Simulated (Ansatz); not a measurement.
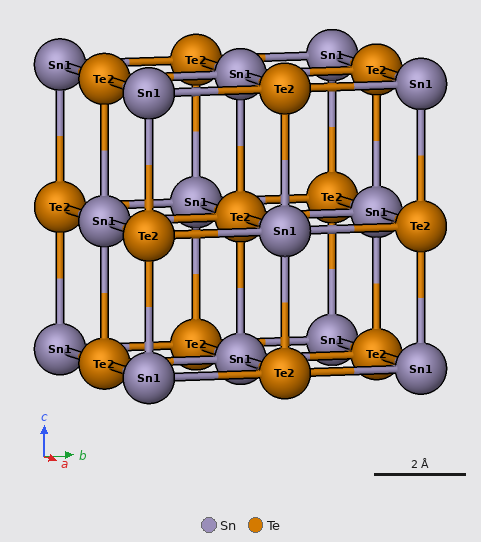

The structure as given in the input (ball-and-stick view of the cell 4 times as large as that of the calculation, set on its symmetry axes, seen slightly off an axis; atoms are numbered from 1 in the order of the input).

Band-structure calculation, with input and output: SnTe (part 1 of 2)

System: SnTe (2 atoms in the cell).
Method: DFT, PBEsol, PAW with Ansatz's default frozen-core files, scalar-relativistic, no spin polarisation (Ansatz 0.2.0).

The structure derives from an entry of the Crystallography Open Database. It belongs to a series of runs on one base structure; here: PAW files in place of LAPW. Figures and captions count atoms from 1; the log counts them from 0 in places.

Input:
```yaml
crystal:
  lattice:
    - [0.0, 3.1565, 3.1565]
    - [3.1565, 0.0, 3.1565]
    - [3.1565, 3.1565, 0.0]
  atoms:
    - { symbol: Sn, position: [0.0, 0.0, 0.0] }
    - { symbol: Te, position: [0.5, 0.5, 0.5] }
kpoints:
  mp_grid: { grid: [11, 11, 11] }
  band_path:
    path:
      - [0.0, 0.0, 0.0]
      - [0.5, 0.0, 0.5]
      - [0.625, 0.25, 0.625]
      - [0.375, 0.375, 0.75]
      - [0.0, 0.0, 0.0]
      - [0.5, 0.5, 0.5]
      - [0.5, 0.25, 0.75]
      - [0.5, 0.0, 0.5]
    npoints: 14
scf:
  occupations: { method: fermi_dirac, width: 0.08 }
hamiltonian:
  xc: pbesol
  pseudopotentials: { kind: paw }
output:
  forces: true
  stress: true
  eigenvalues: true
  efg: { contact_densities: true }
  populations: true
  bader: true
  dos: { projected: true, de: 0.2, e_range: [-14, 8] }
  write_density: true
  write_potential: true
  elf: true
  volumetric_format: npy
```

Hardware: 1 thread of Intel Xeon (Sapphire Rapids), 64 GiB of memory available, shared host.

Command:
```bash
ansatz run input.yaml --threads 1 --pin off --max-ram 3072MiB --backend cpu --events-out ev --progress --plain --runs-dir out
```

What the program printed:
```
Sn, Te: output.efg is read without spin–orbit coupling, which moves field gradients at and beside such atoms by some per cent and up to a factor of two; PAW files take it under magnetization.noncollinear and magnetization.spin_orbit
Engine: ansatz 0.2.0, x86_64-unknown-linux-gnu
Pseudopotentials: kind: paw
Pseudopotential: Sn, paw, valence charge 14, recommended cutoff 420 eV (normal), Sn.paw.azcp
Pseudopotential: Te, paw, valence charge 16, recommended cutoff 420 eV (normal), Te.paw.azcp
Functional definition: PBEsol
  exchange = pbesol_x
  correlation = pbesol_c
Crystal: 2 atoms, lattice volume = 62.900 Å³
Basis set: ecut = 420 eV, 1243 PW (Γ), exchange–correlation on 60×60×60 points (8 copies of the dense FFT grid, shifted against one another)
Bands: 19, of which v1, the nominal top of the filled ones, is band 15 counted from 1 (14 counted from 0)
Symmetry: 48 space group operations
Space group: Fm-3m (ITA 225), of the structure as read, at distance tolerance 4.0e-5 Å
k-points: 56 of 1331
Non-local potential: Sn, projectors of the file, l = 0: 2, l = 1: 2, l = 2: 2, l = 3: 2
Non-local potential: Te, projectors of the file, l = 0: 2, l = 1: 2, l = 2: 2, l = 3: 2
PAW form: soft (Blöchl's): semilocal exchange-correlation on the pseudo side does not see the compensation charge
PAW frozen core: Sn, regenerated for the run's functional, and the local potential with it (the file was generated under x = pbe(κ = 0.804, μ = 0.2195149727645171), c = pbe(β = 0.06672455060314922))
PAW frozen core: Te, regenerated for the run's functional, and the local potential with it (the file was generated under x = pbe(κ = 0.804, μ = 0.2195149727645171), c = pbe(β = 0.06672455060314922))
PAW one-centre angular grid: Sn, 590 points (default); XC on 64 Gauss nodes
PAW one-centre angular grid: Te, 590 points (default); XC on 64 Gauss nodes
Initial density: superposition of atomic densities (neutral atoms: chi_scale 0, normalization atom), corrected by the library's trained network
Initial wavefunctions: pseudopotential atomic-orbital guess
Functional: x = pbesol(κ = 0.804, μ = 0.12345679012345678), c = pbesol(β = 0.046)
SCF iter   1: F=—  HF=-12851.851890 eV  |F-HF|=—  |Δ(HF+E_count)|=         —  Δρ=2.24e-3  dr2=2.49e-3  ethr=1.77e-3  ⟨swp⟩=6.0  Hψ=5446  notcnv=0
preconditioner: auto → none  [insulator: Δε(μ)=0.431 eV  Ē_g=8.612 eV  σ=0.080 eV  W_gap=0.86  n_scr=14 (ndim 8)  ℏωp=14.8 eV  f_vac=0.009  D(μ)=0.06/eV (n_scr^D=0)  ε∞_Penn≈4.0]
SCF iter   2: F=—  HF=-12851.848855 eV  |F-HF|=—  |Δ(HF+E_count)|=   3.03e-3  Δρ=8.14e-4  dr2=3.37e-4  ethr=8.31e-6  ⟨swp⟩=2.0  Hψ=2085  notcnv=0
SCF iter   3: F=—  HF=-12851.848834 eV  |F-HF|=—  |Δ(HF+E_count)|=   2.09e-5  Δρ=1.76e-4  dr2=1.86e-5  ethr=1.12e-6  ⟨swp⟩=2.0  Hψ=1904  notcnv=0
SCF iter   4: F=—  HF=-12851.848835 eV  |F-HF|=—  |Δ(HF+E_count)|=   1.48e-6  Δρ=1.10e-4  dr2=7.96e-6  ethr=6.20e-8  ⟨swp⟩=2.0  Hψ=1912  notcnv=0
SCF iter   5: F=—  HF=-12851.848830 eV  |F-HF|=—  |Δ(HF+E_count)|=   5.01e-6  Δρ=4.28e-5  dr2=1.11e-6  ethr=2.65e-8  ⟨swp⟩=2.0  Hψ=1901  notcnv=0
SCF iter   6: F=-12851.848829 eV  HF=-12851.848830 eV  |F-HF|=2.92e-8  |Δ(HF+E_count)|=   8.76e-7  Δρ=5.81e-6  dr2=2.05e-8  ethr=3.33e-10  ⟨swp⟩=8.2  Hψ=8269  notcnv=0
SCF 1 converged in 6 iterations: F = -12851.848829 eV  dr2 = 2.05e-8
  greatest PAW one-centre occupation: 0.998 electrons in one spin orbital (limit 2), on the Te atom at site 1 (counted from 0), in its partial waves of l = 2
```

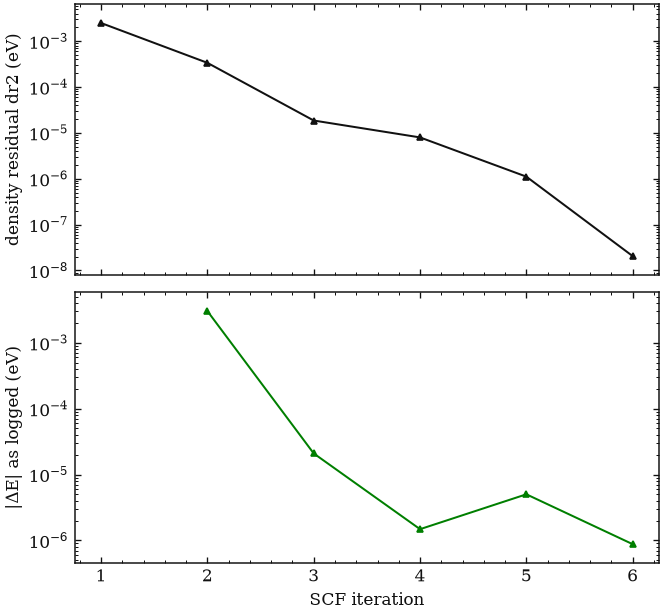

Convergence of the self-consistent field: density residual dr2 and size of the energy change against the SCF iteration. The residual falls at every step.

```
NSCF: frozen V_eff on 99 k-points
SCF converged after 6 iterations
Free energy (F): -12851.848829 eV
Harris-Foulkes:  -12851.848830 eV  (|F-HF|=2.92e-8)
Internal energy: -12851.847120 eV  (E = F + TS)
E sigma→0 (E₀):  -12851.847975 eV
Entropy (-TS):   -0.001710 eV (-0.855 meV/atom)
Fermi energy:    9.439850 eV
--- Per-component energies (eV) ---
  E_band       = -358.711752
  E_kinetic    = 366.618748
  E_local      = -2164.966136  (includes V_loc(G=0)·N_el)
  E_nonlocal   = -338.835854
  E_hartree    = 1355.096434
  E_xc         = -503.464982
  E_vxc        = -201.835929  (∫ρ·V_xc dr)
  E_paw        = -8646.700790  (= ΣΔE_a)
  E_vpaw       = -729.895540  (= ΣTr[D̂ρ^β])
  E_aug_tail   = -0.000174  (compensation charges beyond the density's cutoff)
  E_ewald      = -2920.254022
  E_core_change = 0.659655  (= ΣΔE_core)
  E_smearing   = -0.001710  (= −TS)
  E_closure    = -0.000000  (closes the sum)
  Σ components = -12851.848829   (vs F -12851.848829, Δ=0.00e0)
--- Forces (eV/Å), atoms counted from 1 ---
  atom   1  Sn    -0.00000000     0.00000000    -0.00000000
  atom   2  Te     0.00000000    -0.00000000    -0.00000000
  max |Σ_I F_I| component: 2.98e-29 eV/Å
--- Stress (GPa, compression-positive) ---
       -0.536735      -0.000000       0.000000
       -0.000000      -0.536735      -0.000000
        0.000000      -0.000000      -0.536735
  P = ⅓ Tr σ = -0.5367 GPa (-5.367 kbar)
--- PAW observables at the nuclei: V_zz in 10²¹ V/m², potentials from the cell's mean, atoms counted from 1 ---
  atom   1  Sn V_zz =    -0.000000   η = 0.0000   by run symmetry: forbidden
            electrostatic potential = -8172.108119 V   contact ρ = 1234687.300387 e/Å³
  atom   2  Te V_zz =    +0.000000   η = 0.0000   by run symmetry: forbidden
            electrostatic potential = -8648.302614 V   contact ρ = 1466663.629931 e/Å³
--- Band table (eV; the first three rows and the last of 56) ---
  k-point 0: bands = ["-27.5446", "-27.5446", "-27.5402", "-27.5402", "-27.5402", "-12.3556", "-12.3556", "-12.3495", "-12.3495", "-12.3495", "-3.3344", "4.7110", "7.3327", "7.3327", "7.3327", "12.7718", "12.7718", "12.7718", "14.1986"]
  k-point 1: bands = ["-27.5446", "-27.5446", "-27.5401", "-27.5401", "-27.5401", "-12.3560", "-12.3560", "-12.3494", "-12.3491", "-12.3491", "-3.2649", "4.3145", "7.3442", "7.3442", "7.6167", "12.3778", "12.3778", "12.3866", "14.1216"]
  k-point 2: bands = ["-27.5445", "-27.5445", "-27.5401", "-27.5400", "-27.5400", "-12.3571", "-12.3571", "-12.3491", "-12.3477", "-12.3477", "-3.0627", "3.4690", "7.3838", "7.3838", "8.1330", "11.6007", "11.6007", "11.6268", "14.1947"]
  k-point 55: bands = ["-27.5447", "-27.5442", "-27.5398", "-27.5396", "-27.5389", "-12.3680", "-12.3563", "-12.3472", "-12.3452", "-12.3391", "-1.6975", "2.0312", "4.5470", "4.9355", "8.4647", "10.4188", "13.7292", "14.3171", "15.0193"]
--- Löwdin populations: 2 sites ---
  site symbol       q [e]
     0     Sn     13.8855
     1     Te     16.0516
  spilling = 0.002095 (of n_electrons = 30.000000)
--- Bader charges: 2 sites ---
  site symbol  charge [e]  shift [e]
     0     Sn      0.6167     0.0000
     1     Te     -0.6167     0.0000
  estimated error of the sums over rays = 2.7e-4 e
```

File dos.tsv:
```
# E-E_F[eV]	g_bin_mean(E)[states/eV]	N(E)
# format = ansatz-dos/2
# fermi_ev = 9.439850
# fermi_mp_grid = 11 11 11
# fermi_mp_shift = 0 0 0
# g_bin_mean(E): the states in a bin one row spacing wide, centred on E, divided by that spacing. States that the method places at a single energy (under output.dos.method: tetrahedron, those of a tetrahedron whose four corners have one energy) are counted whole in the row whose bin holds that energy (on the edge of two bins, in the lower row). The sum of g_bin_mean over a run of rows, times the row spacing, is the number of states from half a spacing under the first of them to half a spacing over the last (a plain sum, not the trapezoid rule).
-14.000000	0.000000e0	2.000000e1
-13.800000	0.000000e0	2.000000e1
-13.600000	0.000000e0	2.000000e1
-13.400000	0.000000e0	2.000000e1
-13.200000	0.000000e0	2.000000e1
-13.000000	0.000000e0	2.000000e1
-12.800000	2.707462e-2	2.000000e1
-12.600000	2.662994e-1	2.002657e1
-12.400000	4.403420e-1	2.009837e1
-12.200000	6.024370e-1	2.020275e1
-12.000000	7.971486e-1	2.034128e1
-11.800000	1.069128e0	2.052516e1
-11.600000	1.701520e0	2.078448e1
-11.400000	2.594136e0	2.123205e1
-11.200000	2.501916e0	2.183958e1
-11.000000	0.000000e0	2.200000e1
-10.800000	0.000000e0	2.200000e1
-10.600000	0.000000e0	2.200000e1
-10.400000	0.000000e0	2.200000e1
-10.200000	0.000000e0	2.200000e1
-10.000000	0.000000e0	2.200000e1
-9.800000	0.000000e0	2.200000e1
-9.600000	0.000000e0	2.200000e1
-9.400000	0.000000e0	2.200000e1
-9.200000	0.000000e0	2.200000e1
-9.000000	0.000000e0	2.200000e1
-8.800000	0.000000e0	2.200000e1
-8.600000	0.000000e0	2.200000e1
-8.400000	0.000000e0	2.200000e1
-8.200000	2.810150e-1	2.201527e1
-8.000000	7.693383e-1	2.212348e1
-7.800000	1.367202e0	2.232058e1
-7.600000	1.866376e0	2.266957e1
-7.400000	1.535936e0	2.301924e1
-7.200000	1.153041e0	2.328574e1
-7.000000	9.213151e-1	2.349147e1
-6.800000	7.740772e-1	2.366532e1
-6.600000	4.221537e-1	2.378353e1
-6.400000	2.543128e-1	2.384626e1
-6.200000	1.847871e-1	2.388832e1
-6.000000	1.507806e-1	2.392180e1
-5.800000	1.141834e-1	2.394854e1
-5.600000	8.120144e-2	2.396760e1
-5.400000	1.942701e-1	2.398893e1
-5.200000	4.064142e-1	2.405244e1
-5.000000	5.367361e-1	2.414151e1
-4.800000	6.736755e-1	2.427137e1
-4.600000	6.802468e-1	2.440327e1
-4.400000	9.059312e-1	2.456213e1
-4.200000	1.009784e0	2.475106e1
-4.000000	1.164236e0	2.496929e1
-3.800000	1.416844e0	2.522425e1
-3.600000	1.719168e0	2.554212e1
-3.400000	1.658249e0	2.588334e1
-3.200000	1.662517e0	2.621320e1
-3.000000	1.684550e0	2.654948e1
-2.800000	1.659481e0	2.688604e1
-2.600000	1.661251e0	2.721447e1
-2.400000	1.719846e0	2.755163e1
-2.200000	1.798391e0	2.789761e1
-2.000000	1.708911e0	2.826324e1
-1.800000	1.240179e0	2.856913e1
-1.600000	8.095566e-1	2.875718e1
-1.400000	9.659232e-1	2.892700e1
-1.200000	1.370730e0	2.915390e1
-1.000000	1.631053e0	2.947655e1
-0.800000	1.138895e0	2.975819e1
-0.600000	5.532725e-1	2.992351e1
-0.400000	1.478986e-1	2.999302e1
-0.200000	6.270775e-3	2.999997e1
0.000000	0.000000e0	3.000000e1
```
